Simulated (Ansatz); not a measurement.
## Cu: geometry relaxation (part 2 of 2)

The same run, continued: Cu (slab, 8 atoms in the cell); DFT PBEsol, scalar-relativistic, plane waves, PAW, no spin polarisation (Ansatz 0.2.0); cutoff 420 eV, 15×15×1 k-mesh, Gaussian smearing of 0.1 eV. The structure derives from a Materials Project entry. It belongs to a series of runs on one base structure; here: (0 0 1) slab, atoms relaxed.

Geometry of the input (Å; fractional positions):
```
2.5198  0.0000  0.0000
-1.2599  2.1822  0.0000
0.0000  0.0000  29.4117
Cu 0.3333  0.6667  0.2550
Cu 0.0000  0.0000  0.3250
Cu 0.6667  0.3333  0.3950
Cu 0.0000  0.0000  0.4650
Cu 0.3333  0.6667  0.5350
Cu 0.0000  0.0000  0.6050
Cu 0.6667  0.3333  0.6750
Cu 0.0000  0.0000  0.7450
```

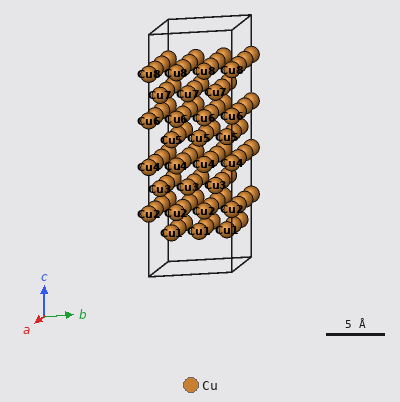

**Figure 1.** The geometry at step 2 of the log (spheres-only view of the 3 × 3 repeat of the cell, with the vacuum cut short, seen slightly off an axis; atoms are numbered from 1 in the order of the input).

Output, continued
```
E sigma→0 (E₀):  -52709.017730 eV
Entropy (-TS):   -0.016610 eV (-2.076 meV/atom)
Fermi energy:    7.649365 eV
Dipole field:    D = 0.000033 V/Å  (p = 0.000029 e·Å, saw-weighted, corrected)
Work function:   Φ+ = 4.9856 eV   Φ− = 4.9866 eV
Levels:          The Fermi level and band energies are counted from a zero that moves with the ramp; work functions are not
--- Per-component energies (eV) ---
  E_band       = -4252.149521
  E_kinetic    = 2403.288472
  E_local      = -397457.218826  (includes V_loc(G=0)·N_el)
  E_nonlocal   = 3133.148976
  E_hartree    = 196093.811637
  E_xc         = -712.296195
  E_vxc        = -923.205266  (∫ρ·V_xc dr)
  E_paw        = -13010.945518  (= ΣΔE_a)
  E_vpaw       = -3595.888315  (= ΣTr[D̂ρ^β])
  E_aug_tail   = 0.002005  (compensation charges beyond the density's cutoff)
  E_efield     = 0.000000  (sawtooth field / dipole correction)
  E_vefield    = 0.000000  (∫n·V_field dr)
  E_ewald      = 156839.550405
  E_core_change = 1.649618  (= ΣΔE_core)
  E_smearing   = -0.016610  (= −TS)
  E_closure    = 0.000000  (closes the sum)
  Σ components = -52709.026035   (vs F -52709.026035, Δ=0.00e0)
--- Forces (eV/Å), atoms counted from 1 ---
  atom   1  Cu    -0.00000000     0.00000000     0.00158994
  atom   2  Cu    -0.00000000     0.00000000    -0.00178402
  atom   3  Cu     0.00000000     0.00000000    -0.00062336
  atom   4  Cu    -0.00000000     0.00000000    -0.00045594
  atom   5  Cu    -0.00000000    -0.00000000     0.00035845
  atom   6  Cu     0.00000000     0.00000000     0.00044033
  atom   7  Cu    -0.00000000     0.00000000     0.00112536
  atom   8  Cu    -0.00000000     0.00000000    -0.00066311
  max |Σ_I F_I| component: 1.23e-5 eV/Å
--- Band table (eV; the first three rows and the last of 27) ---
  k-point 0: bands = ["-104.7247", "-104.7229", "-104.7143", "-104.7047", "-104.6881", "-104.6793", "-104.3849", "-104.3814", "-62.2844", "-62.2660", "-62.2352", "-62.2025", "-62.2001", "-62.2001", "-62.1978", "-62.1978", "-62.1879", "-62.1879", "-62.1829", "-62.1777", "-62.1777", "-62.1695", "-62.1603", "-62.1603", "-62.1530", "-62.1530", "-61.8860", "-61.8860", "-61.8839", "-61.8839", "-61.8544", "-61.8494", "-1.9901", "-1.6081", "-0.9718", "-0.1389", "0.7896", "1.6363", "2.1337", "2.2798", "4.2915", "4.2979", "4.4356", "4.4740", "4.4952", "4.4952", "4.5102", "4.5102", "4.5476", "4.5476", "4.6091", "4.6091", "4.6099", "4.6491", "4.6491", "4.6765", "4.6765", "4.8322", "4.8945", "4.8945", "4.9156", "4.9156", "5.2840", "5.2840", "5.3803", "5.3803", "5.4800", "5.4800", "5.5163", "5.6241", "5.6241", "5.7656", "5.7656", "5.8902", "5.8902", "6.0230", "6.0230", "6.0424", "6.0424", "6.8813", "7.1071", "11.9863", "12.2053", "12.9118", "13.3244", "14.7972", "14.9051", "17.0591", "17.1799", "19.7125", "19.9122", "22.7448"]
  k-point 1: bands = ["-104.7241", "-104.7223", "-104.7138", "-104.7043", "-104.6876", "-104.6789", "-104.3844", "-104.3809", "-62.2829", "-62.2650", "-62.2354", "-62.2073", "-62.2017", "-62.2012", "-62.2007", "-62.1990", "-62.1902", "-62.1889", "-62.1858", "-62.1792", "-62.1786", "-62.1706", "-62.1640", "-62.1613", "-62.1569", "-62.1540", "-61.8902", "-61.8881", "-61.8870", "-61.8849", "-61.8539", "-61.8489", "-1.8421", "-1.4622", "-0.8295", "-0.0018", "0.9197", "1.7568", "2.2415", "2.3757", "4.2232", "4.2528", "4.3714", "4.3998", "4.4506", "4.4734", "4.5255", "4.5466", "4.5539", "4.5551", "4.5991", "4.6136", "4.6498", "4.6520", "4.6822", "4.6995", "4.7228", "4.7568", "4.8640", "4.9079", "4.9379", "4.9607", "5.1234", "5.2531", "5.2554", "5.3644", "5.3651", "5.4784", "5.5009", "5.6217", "5.6590", "5.7665", "5.7941", "5.8336", "5.8941", "5.9418", "6.0260", "6.0444", "6.3328", "7.2606", "7.5487", "12.0679", "12.3377", "13.0340", "13.4461", "14.9163", "15.0338", "17.1916", "17.3007", "19.8457", "20.0346", "22.8776"]
  k-point 2: bands = ["-104.7226", "-104.7207", "-104.7125", "-104.7032", "-104.6863", "-104.6775", "-104.3830", "-104.3795", "-62.2785", "-62.2625", "-62.2372", "-62.2195", "-62.2108", "-62.2085", "-62.2046", "-62.2024", "-62.1959", "-62.1924", "-62.1919", "-62.1824", "-62.1812", "-62.1766", "-62.1718", "-62.1663", "-62.1642", "-62.1569", "-61.9020", "-61.8999", "-61.8900", "-61.8879", "-61.8527", "-61.8477", "-1.4048", "-1.0321", "-0.4120", "0.3964", "1.2917", "2.0946", "2.5406", "2.6399", "4.0522", "4.1074", "4.1922", "4.2651", "4.2798", "4.3477", "4.4258", "4.4764", "4.5395", "4.6136", "4.6453", "4.6698", "4.6888", "4.7175", "4.7447", "4.7631", "4.7641", "4.8440", "4.8487", "4.8534", "4.8851", "5.0370", "5.0770", "5.1610", "5.2197", "5.3033", "5.3499", "5.4199", "5.4750", "5.5235", "5.6170", "5.6624", "5.7664", "5.8980", "5.9026", "6.0332", "6.0503", "6.2808", "6.9551", "7.9905", "8.4492", "12.3131", "12.7337", "13.4142", "13.8131", "15.2802", "15.4199", "17.5874", "17.6642", "20.2410", "20.3976", "23.2559"]
  k-point 26: bands = ["-104.7104", "-104.7074", "-104.7020", "-104.6947", "-104.6758", "-104.6669", "-104.3721", "-104.3687", "-62.2760", "-62.2754", "-62.2750", "-62.2705", "-62.2668", "-62.2627", "-62.2550", "-62.2457", "-62.2374", "-62.2363", "-62.2283", "-62.2211", "-62.2092", "-62.2022", "-62.1996", "-62.1988", "-62.1934", "-62.1848", "-61.9545", "-61.9535", "-61.9524", "-61.9514", "-61.8434", "-61.8384", "3.4095", "3.4117", "3.4258", "3.4628", "3.4824", "3.4887", "3.5186", "3.5438", "3.5509", "3.6457", "3.6515", "3.6607", "3.7208", "3.8536", "3.8722", "4.2400", "4.2478", "4.2482", "4.3140", "4.3810", "4.4016", "4.8086", "4.8193", "4.8759", "4.8764", "5.0627", "5.0627", "5.1413", "5.4383", "5.4444", "5.5213", "5.6399", "5.8146", "5.8754", "5.9083", "5.9099", "5.9508", "5.9633", "5.9758", "5.9782", "10.9591", "10.9678", "11.1668", "11.2038", "11.3812", "11.4376", "11.6211", "11.9831", "12.1150", "12.2748", "12.3948", "12.7574", "13.9679", "14.2471", "14.6029", "14.8931", "15.2601", "15.5637", "16.0847", "16.6855"]
--- Relaxed structure (3 steps of the walk, 3 accepted, 0 SCFs on fresh bases) ---
  F+E_penalty+E_count = -52709.02603490 eV   max|allowed force component| = 1.782e-3 eV/Å
  atoms:
    - { symbol: Cu, position: [0.33333333333333337, 0.6666666666666669, 0.255214345202389] }
    - { symbol: Cu, position: [-1.9357988166870473e-19, -3.871597633450731e-19, 0.3245522829263052] }
    - { symbol: Cu, position: [0.6666666666666667, 0.3333333333333333, 0.3945511217030678] }
    - { symbol: Cu, position: [-4.386659760521353e-20, -8.77331952121761e-20, 0.4648985327787678] }
    - { symbol: Cu, position: [0.33333333333333337, 0.6666666666666669, 0.5350053506858878] }
    - { symbol: Cu, position: [1.7647669943116557e-19, 3.529533988693356e-19, 0.6054082931813295] }
    - { symbol: Cu, position: [0.6666666666666667, 0.3333333333333333, 0.6753764428985788] }
    - { symbol: Cu, position: [-2.4934771985274506e-21, -4.986954397157135e-21, 0.744993630623675] }
```

Trajectory as extended XYZ (Å, eV, eV/Å), 3 frames, from step=1 to step=3
```
8
Lattice="2.5198 0.0000 0.0000 -1.2599 2.1822 0.0000 0.0000 0.0000 29.4117" Properties=species:S:1:pos:R:3:forces:R:3 step=1 energy=-52709.02431
Cu    0.0000    1.4548    7.5000    0.0000   0.0000   0.0831
Cu    0.0000    0.0000    9.5588    0.0000   0.0000  -0.0809
Cu    1.2599    0.7274   11.6176    0.0000   0.0000  -0.0499
Cu    0.0000    0.0000   13.6764    0.0000   0.0000   0.0257
Cu    0.0000    1.4548   15.7353    0.0000   0.0000  -0.0326
Cu    0.0000    0.0000   17.7941    0.0000   0.0000   0.0592
Cu    1.2599    0.7274   19.8529    0.0000   0.0000   0.0425
Cu    0.0000    0.0000   21.9117    0.0000   0.0000  -0.0472
8
Lattice="2.5198 0.0000 0.0000 -1.2599 2.1822 0.0000 0.0000 0.0000 29.4117" Properties=species:S:1:pos:R:3:forces:R:3 step=2 energy=-52709.02538
Cu    0.0000    1.4548    7.5019    0.0000   0.0000   0.0528
Cu    0.0000    0.0000    9.5534    0.0000   0.0000  -0.0526
Cu    1.2599    0.7274   11.6120    0.0000   0.0000  -0.0286
Cu    0.0000    0.0000   13.6749    0.0000   0.0000   0.0175
Cu    0.0000    1.4548   15.7356    0.0000   0.0000  -0.0217
Cu    0.0000    0.0000   17.7992    0.0000   0.0000   0.0348
Cu    1.2599    0.7274   19.8576    0.0000   0.0000   0.0278
Cu    0.0000    0.0000   21.9122    0.0000   0.0000  -0.0299
8
Lattice="2.5198 0.0000 0.0000 -1.2599 2.1822 0.0000 0.0000 0.0000 29.4117" Properties=species:S:1:pos:R:3:forces:R:3 step=3 energy=-52709.02604
Cu    0.0000    1.4548    7.5063    0.0000   0.0000   0.0016
Cu    0.0000    0.0000    9.5456    0.0000   0.0000  -0.0018
Cu    1.2599    0.7274   11.6044    0.0000   0.0000  -0.0006
Cu    0.0000    0.0000   13.6735    0.0000   0.0000  -0.0005
Cu    0.0000    1.4548   15.7354    0.0000   0.0000   0.0004
Cu    0.0000    0.0000   17.8061    0.0000   0.0000   0.0004
Cu    1.2599    0.7274   19.8640    0.0000   0.0000   0.0011
Cu    0.0000    0.0000   21.9115    0.0000   0.0000  -0.0007
```

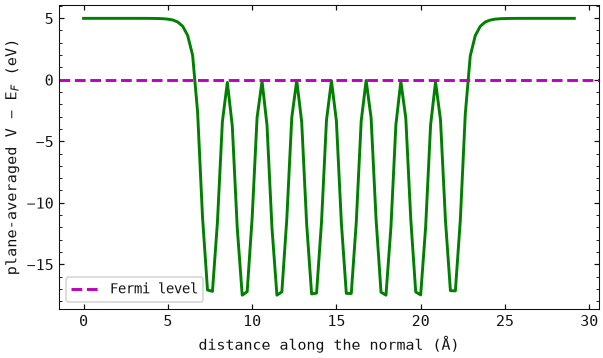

**Figure 2.** Plane average of the electrostatic potential energy of an electron across the cell, from the Fermi level. The vacuum level lies 4.99 eV above the Fermi level.

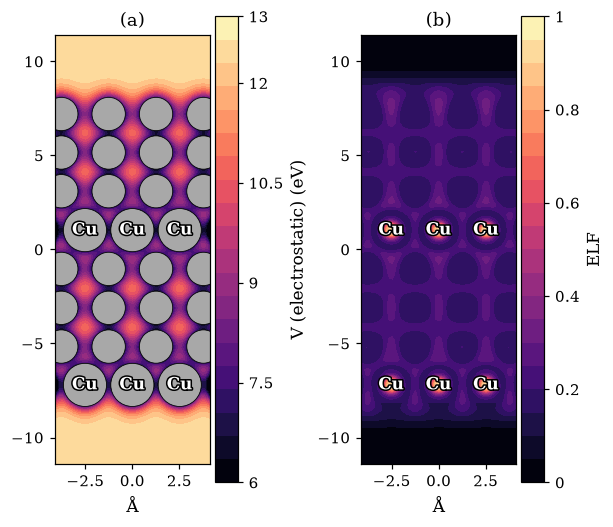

**Figure 3.** (a) electrostatic potential energy of an electron; (b) electron localisation function on the (100) plane of the calculation cell, a cut from vacuum to vacuum. Grey discs, where drawn, cover atomic cores. Atoms in the plane: Cu. Cu–Cu (2.52 Å): the ELF is about 0.25 at the midpoint (no shared electron pair). The strong features right at Cu lie inside the PAW spheres (semicore, d or f shells) and say nothing about bonding. The fields are those of the smooth PAW valence density.

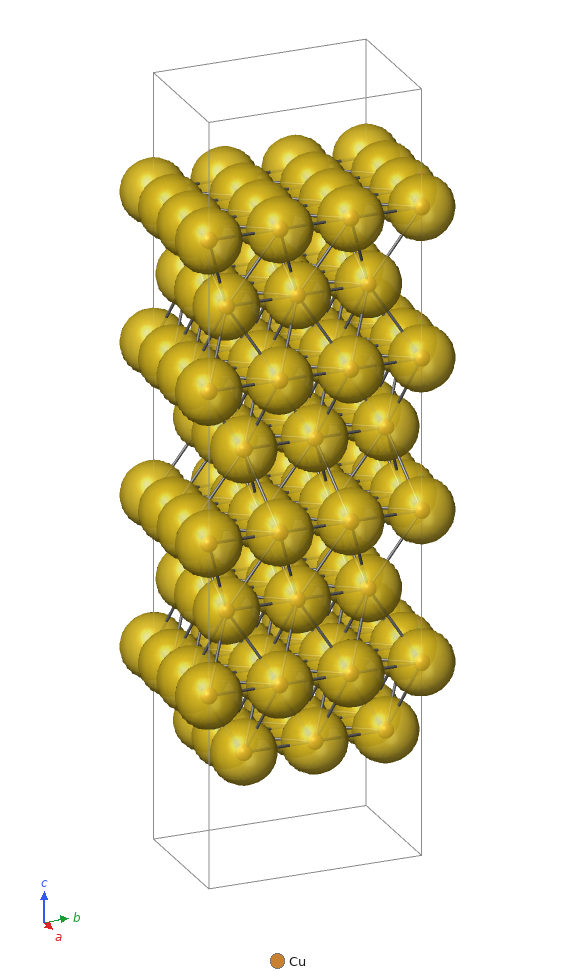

**Figure 4.** Isosurface of the valence pseudo-density at 0.6 e/Å³ (yellow), seen slightly off an axis. Sticks mark near contacts. At this value the density breaks into separate islands; it holds about 85 % of the electrons treated as valence (semicore included). It is pinched off along the Cu–Cu (2.51 Å) contacts. On the grid the lowest density along these lines, outside the cores, is 0.29 e/Å³ (Cu–Cu, 2.51 Å).

Results in brief

- outcome: converged
- electrons treated: 152
- free energy: −52709.0260 eV
- work function, top face: 4.99 eV
- work function, bottom face: 4.99 eV
- Fermi energy: 7.649 eV
- gap on the k-point mesh: none (metallic)
- final volume: 161.73 Å³
- work function (upper face): 4.99 eV
- largest force (length of the vector) at the end: 0.002 eV/Å
- wall time: 2.5 min
- peak memory: 0.66 GiB

Warnings of the run: the exchange-correlation potential is rough where the density is thin.
